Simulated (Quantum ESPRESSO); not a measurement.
**SnO₂: band-structure run**

The run: band-structure run of SnO₂ (3 atoms in the cell). Method and program: Kohn-Sham DFT of a periodic cell, PBEsol, GBRV 1.5 PBEsol, no spin polarisation (Quantum ESPRESSO 7.5).

The structure derives from a Materials Project entry.

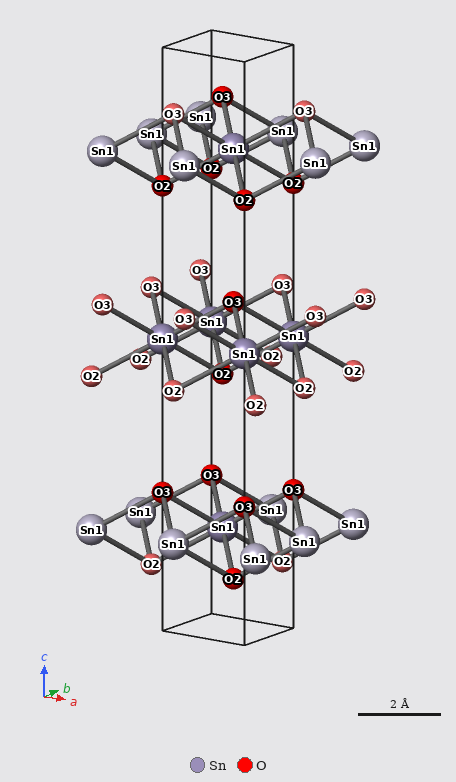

*The structure as given in the input (ball-and-stick view of the cell 3 times as large as that of the calculation, set on its symmetry axes, seen slightly off an axis; neighbours outside the cell are drawn fainter; atoms are numbered from 1 in the order of the input). An atom can appear more than once, as a periodic image.*

The input:
```
&CONTROL
  calculation = 'scf'
  prefix = 'pwscf'
  outdir = './tmp'
  pseudo_dir = './pseudo'
  tprnfor = .true.
  tstress = .true.
  disk_io = 'low'
/
&SYSTEM
  ibrav = 0
  celldm(1) = 8
  nat = 3
  ntyp = 2
  ecutwfc = 68
  ecutrho = 544
  nbnd = 20
  occupations = 'smearing'
  smearing = 'fd'
  degauss = 0.00367493
/
&ELECTRONS
  conv_thr = 6d-10
  electron_maxstep = 120
  mixing_beta = 0.5
/
ATOMIC_SPECIES
Sn   118.7100 sn_pbesol_v1.4.uspp.F.UPF
O     15.9990 o_pbesol_v1.2.uspp.F.UPF
CELL_PARAMETERS alat
  0.3819828787696   0.2205379178902   1.1339756524587
 -0.3819828787696   0.2205379178902   1.1339756524587
  0.0000000000000  -0.4410758357804   1.1339756524587
ATOMIC_POSITIONS crystal
Sn     0.5000000000    0.5000000000    0.5000000000
O      0.7628300000    0.7628300000    0.7628300000
O      0.2371700000    0.2371700000    0.2371700000
K_POINTS automatic
10 10 10 0 0 0
```

File bands.in:
```
&CONTROL
  calculation = 'bands'
  prefix = 'pwscf'
  outdir = './tmp'
  pseudo_dir = './pseudo'
  disk_io = 'low'
  verbosity = 'high'
/
&SYSTEM
  ibrav = 0
  celldm(1) = 8
  nat = 3
  ntyp = 2
  ecutwfc = 68
  ecutrho = 544
  nbnd = 20
  occupations = 'smearing'
  smearing = 'fd'
  degauss = 0.00367493
/
&ELECTRONS
  conv_thr = 1d-08
  electron_maxstep = 120
  mixing_beta = 0.5
  diago_full_acc = .true.
  startingwfc = 'random'
/
ATOMIC_SPECIES
Sn   118.7100 sn_pbesol_v1.4.uspp.F.UPF
O     15.9990 o_pbesol_v1.2.uspp.F.UPF
CELL_PARAMETERS alat
  0.3819828787696   0.2205379178902   1.1339756524587
 -0.3819828787696   0.2205379178902   1.1339756524587
  0.0000000000000  -0.4410758357804   1.1339756524587
ATOMIC_POSITIONS crystal
Sn     0.5000000000    0.5000000000    0.5000000000
O      0.7628300000    0.7628300000    0.7628300000
O      0.2371700000    0.2371700000    0.2371700000
K_POINTS crystal
60
 0.0000000000  0.0000000000  0.0000000000 1
 0.0625000000  0.0000000000  0.0000000000 1
 0.1250000000  0.0000000000  0.0000000000 1
 0.1875000000  0.0000000000  0.0000000000 1
 0.2500000000  0.0000000000  0.0000000000 1
 0.3125000000  0.0000000000  0.0000000000 1
 0.3750000000  0.0000000000  0.0000000000 1
 0.4375000000  0.0000000000  0.0000000000 1
 0.5000000000  0.0000000000  0.0000000000 1
 0.5000000000  0.0383764361 -0.0383764361 1
 0.5000000000  0.0767528722 -0.0767528722 1
 0.5000000000  0.1151293083 -0.1151293083 1
 0.5000000000  0.1535057443 -0.1535057443 1
 0.5000000000  0.1918821804 -0.1918821804 1
 0.8081178196  0.5000000000  0.1918821804 1
 0.7738825063  0.5000000000  0.2261174937 1
 0.7396471930  0.5000000000  0.2603528070 1
 0.7054118797  0.5000000000  0.2945881203 1
 0.6711765664  0.5000000000  0.3288234336 1
 0.6369412531  0.5000000000  0.3630587469 1
 0.6027059399  0.5000000000  0.3972940601 1
 0.5684706266  0.5000000000  0.4315293734 1
 0.5342353133  0.5000000000  0.4657646867 1
 0.5000000000  0.5000000000  0.5000000000 1
 0.4000000000  0.4000000000  0.4000000000 1
 0.3000000000  0.3000000000  0.3000000000 1
 0.2000000000  0.2000000000  0.2000000000 1
 0.1000000000  0.1000000000  0.1000000000 1
 0.0000000000  0.0000000000  0.0000000000 1
 0.0314491900  0.0000000000 -0.0314491900 1
 0.0628983800  0.0000000000 -0.0628983800 1
 0.0943475701  0.0000000000 -0.0943475701 1
 0.1257967601  0.0000000000 -0.1257967601 1
 0.1572459501  0.0000000000 -0.1572459501 1
 0.1886951401  0.0000000000 -0.1886951401 1
 0.2201443301  0.0000000000 -0.2201443301 1
 0.2515935202  0.0000000000 -0.2515935202 1
 0.2830427102  0.0000000000 -0.2830427102 1
 0.3144919002  0.0000000000 -0.3144919002 1
 0.3459410902  0.0000000000 -0.3459410902 1
 0.6540589098  0.3459410902  0.0000000000 1
 0.6155441823  0.3844558177  0.0000000000 1
 0.5770294549  0.4229705451  0.0000000000 1
 0.5385147274  0.4614852726  0.0000000000 1
 0.5000000000  0.5000000000  0.0000000000 1
 0.6540589098  0.6540589098  0.1918821804 1
 0.6369412531  0.6369412531  0.2261174937 1
 0.6198235965  0.6198235965  0.2603528070 1
 0.6027059399  0.6027059399  0.2945881203 1
 0.5855882832  0.5855882832  0.3288234336 1
 0.5684706266  0.5684706266  0.3630587469 1
 0.5513529699  0.5513529699  0.3972940601 1
 0.5342353133  0.5342353133  0.4315293734 1
 0.5171176566  0.5171176566  0.4657646867 1
 0.5000000000  0.5000000000  0.5000000000 1
 0.5000000000  0.0000000000  0.0000000000 1
 0.5770294549  0.0864852726  0.0864852726 1
 0.6540589098  0.1729705451  0.1729705451 1
 0.7310883647  0.2594558177  0.2594558177 1
 0.8081178196  0.3459410902  0.3459410902 1
```

Run on 2 threads of Intel Xeon (Granite Rapids), 128 GiB of memory available, shared host.

Launched with:
```bash
OMP_NUM_THREADS=1 mpirun -n 2 pw.x -nk 2 -in pw.in > pw.out
OMP_NUM_THREADS=1 mpirun -n 2 pw.x -nk 2 -in bands.in > bands.out
```

What the program printed:
```
This program is part of the open-source Quantum ESPRESSO suite
     for quantum simulation of materials; please cite
         "P. Giannozzi et al., J. Phys.:Condens. Matter 21 395502 (2009);
         "P. Giannozzi et al., J. Phys.:Condens. Matter 29 465901 (2017);
         "P. Giannozzi et al., J. Chem. Phys. 152 154105 (2020);
          URL
     in publications or presentations arising from this work. More details at

     Message from routine setup:
     using ibrav=0 with symmetry is DISCOURAGED, use correct ibrav instead

     K-points division:     npool     =       2
     Subspace diagonalization in iterative solution of the eigenvalue problem:
     a serial algorithm will be used

     G-vector sticks info
     --------------------
     sticks:   dense  smooth     PW     G-vecs:    dense   smooth      PW
     Sum        2447    1225    395                62851    22139    4017

     Using Slab Decomposition

     bravais-lattice index     =            0
     lattice parameter (alat)  =       8.0000  a.u.
     unit-cell volume          =     293.4622 (a.u.)^3
     number of atoms/cell      =            3
     number of atomic types    =            2
     number of electrons       =        26.00
     number of Kohn-Sham states=           20
     kinetic-energy cutoff     =      68.0000  Ry
     charge density cutoff     =     544.0000  Ry
     scf convergence threshold =      6.0E-10
     mixing beta               =       0.5000
     number of iterations used =            8  plain     mixing
     Exchange-correlation= SLA  PW   PSX  PSC
                           (   1   4  10   8   0   0   0)

     celldm(1)=   8.000000  celldm(2)=   0.000000  celldm(3)=   0.000000
     celldm(4)=   0.000000  celldm(5)=   0.000000  celldm(6)=   0.000000

     crystal axes: (cart. coord. in units of alat)
               a(1) = (   0.381983   0.220538   1.133976 )
               a(2) = (  -0.381983   0.220538   1.133976 )
               a(3) = (   0.000000  -0.441076   1.133976 )

     reciprocal axes: (cart. coord. in units 2 pi/alat)
               b(1) = (  1.308959  0.755728  0.293951 )
               b(2) = ( -1.308959  0.755728  0.293951 )
               b(3) = ( -0.000000 -1.511456  0.293951 )

     PseudoPot. # 1 for Sn read from file:
     sn_pbesol_v1.4.uspp.F.UPF
     Pseudo is Ultrasoft + core correction, Zval = 14.0
     Generated by new atomic code, or converted to UPF format
     Using radial grid of  891 points,  6 beta functions with:
                l(1) =   0
                l(2) =   0
                l(3) =   1
                l(4) =   1
                l(5) =   2
                l(6) =   2
     Q(r) pseudized with  8 coefficients,  rinner =    1.350   1.350   1.350
                                                       1.350   1.350

     PseudoPot. # 2 for O  read from file:
     o_pbesol_v1.2.uspp.F.UPF
     Pseudo is Ultrasoft + core correction, Zval =  6.0
     Generated by new atomic code, or converted to UPF format
     Using radial grid of  737 points,  5 beta functions with:
                l(1) =   0
                l(2) =   0
                l(3) =   1
                l(4) =   1
                l(5) =   2
     Q(r) pseudized with  8 coefficients,  rinner =    0.900   0.900   0.900
                                                       0.900   0.900

     atomic species   valence    mass     pseudopotential
     Sn               14.00   118.71000     Sn( 1.00)
     O                 6.00    15.99900     O ( 1.00)

     12 Sym. Ops., with inversion, found

   Cartesian axes

     site n.     atom                  positions (alat units)
         1        Sn     tau(   1) = (   0.0000000   0.0000000   1.7009635  )
         2        O      tau(   2) = (  -0.0000000  -0.0000000   2.5950919  )
         3        O      tau(   3) = (  -0.0000000   0.0000000   0.8068350  )

     number of k points=   116  Fermi-Dirac smearing, width (Ry)=  0.0037

     Number of k-points >= 100: set verbosity='high' to print them.

     Dense  grid:    62851 G-vectors     FFT dimensions: (  75,  75,  75)

     Smooth grid:    22139 G-vectors     FFT dimensions: (  54,  54,  54)

     Check: negative core charge=   -0.000002

     Initial potential from superposition of free atoms

     starting charge      25.0000, renormalised to      26.0000
     Starting wfcs are   17 randomized atomic wfcs +    3 random wfcs

     Self-consistent Calculation

     iteration #  1     ecut=    68.00 Ry     beta= 0.50
     Davidson diagonalization with overlap
     ethr =  1.00E-02,  avg # of iterations =  7.2

     total energy              =    -223.17938647 Ry
     estimated scf accuracy    <       0.79433242 Ry

     iteration #  2     ecut=    68.00 Ry     beta= 0.50
     Davidson diagonalization with overlap
     ethr =  3.06E-03,  avg # of iterations =  2.0

     total energy              =    -223.38863992 Ry
     estimated scf accuracy    <       0.19391493 Ry

     iteration #  3     ecut=    68.00 Ry     beta= 0.50
     Davidson diagonalization with overlap
     ethr =  7.46E-04,  avg # of iterations =  2.0

     total energy              =    -223.42363438 Ry
     estimated scf accuracy    <       0.00817886 Ry

     iteration #  4     ecut=    68.00 Ry     beta= 0.50
     Davidson diagonalization with overlap
     ethr =  3.15E-05,  avg # of iterations =  4.0

     total energy              =    -223.42437638 Ry
     estimated scf accuracy    <       0.00075894 Ry

     iteration #  5     ecut=    68.00 Ry     beta= 0.50
     Davidson diagonalization with overlap
     ethr =  2.92E-06,  avg # of iterations =  3.5

     total energy              =    -223.42449129 Ry
     estimated scf accuracy    <       0.00001579 Ry

     iteration #  6     ecut=    68.00 Ry     beta= 0.50
     Davidson diagonalization with overlap
     ethr =  6.07E-08,  avg # of iterations =  3.2

     total energy              =    -223.42450007 Ry
     estimated scf accuracy    <       0.00000178 Ry

     iteration #  7     ecut=    68.00 Ry     beta= 0.50
     Davidson diagonalization with overlap
     ethr =  6.85E-09,  avg # of iterations =  2.1

     total energy              =    -223.42450077 Ry
     estimated scf accuracy    <       0.00000030 Ry

     iteration #  8     ecut=    68.00 Ry     beta= 0.50
     Davidson diagonalization with overlap
     ethr =  1.14E-09,  avg # of iterations =  1.9

     total energy              =    -223.42450084 Ry
     estimated scf accuracy    <          2.3E-09 Ry

     iteration #  9     ecut=    68.00 Ry     beta= 0.50
     Davidson diagonalization with overlap
     ethr =  8.92E-12,  avg # of iterations =  5.0

     total energy              =    -223.42450085 Ry
     estimated scf accuracy    <          2.2E-09 Ry

     iteration # 10     ecut=    68.00 Ry     beta= 0.50
     Davidson diagonalization with overlap
     ethr =  8.45E-12,  avg # of iterations =  2.0

     End of self-consistent calculation

     Number of k-points >= 100: set verbosity='high' to print the bands.

     the Fermi energy is     7.0525 ev

!    total energy              =    -223.42450085 Ry
     estimated scf accuracy    <          8.9E-12 Ry
     smearing contrib. (-TS)   =      -0.00000000 Ry
     internal energy E=F+TS    =    -223.42450085 Ry

     The total energy is F=E-TS. E is the sum of the following terms:
     one-electron contribution =    -106.42803799 Ry
     hartree contribution      =      70.64971581 Ry
     xc contribution           =     -57.07596950 Ry
     ewald contribution        =    -130.57020916 Ry

     convergence has been achieved in  10 iterations

     Forces acting on atoms (cartesian axes, Ry/au):

     atom    1 type  1   force =     0.00000000   -0.00000000    0.00000000
     atom    2 type  2   force =     0.00000000    0.00000000    0.01465433
     atom    3 type  2   force =    -0.00000000    0.00000000   -0.01465433

     Total force =     0.020724     Total SCF correction =     0.000006

     Computing stress (Cartesian axis) and pressure

          total   stress  (Ry/bohr**3)                   (kbar)     P=      -50.18
  -0.00038514  -0.00000000  -0.00000000          -56.66       -0.00       -0.00
  -0.00000000  -0.00038514  -0.00000000           -0.00      -56.66       -0.00
  -0.00000000  -0.00000000  -0.00025316           -0.00       -0.00      -37.24

=------------------------------------------------------------------------------=
   JOB DONE.
=------------------------------------------------------------------------------=
```

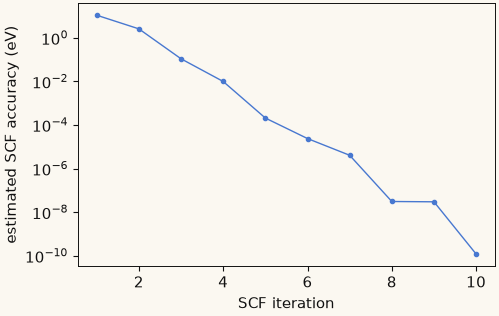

*Convergence of the self-consistent field: estimated SCF accuracy against the iteration.*

The field takes 10 iterations in all.

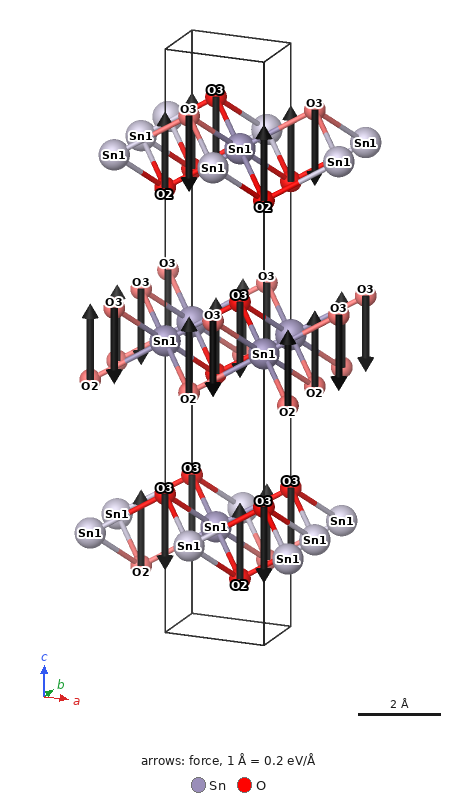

*Forces on the atoms as black arrows (ball-and-stick view of the cell 3 times as large as that of the calculation, set on its symmetry axes, seen slightly off an axis; neighbours outside the cell are drawn fainter; atoms are numbered from 1 in the order of the input).*

The largest act on O2, O3 (0.38 eV/Å). The geometry is not a stationary point of this energy.

Summary:

```csv
quantity,value
outcome,converged
space group (tolerance 0.01 Å),R-3m (166)
electrons treated,26
free energy,−3039.8452 eV
Fermi energy,7.053 eV
gap on the k-point mesh,1.86 eV
gap on the band path,1.86 eV
pressure,−5.02 GPa
largest force (length of the vector),0.377 eV/Å
wall time,97 s (CPU time 3.2 min)
peak memory,0.48 GiB
```

Notes:

The cell is under a tension of 5.0 GPa at this level, so it is not at its equilibrium volume.
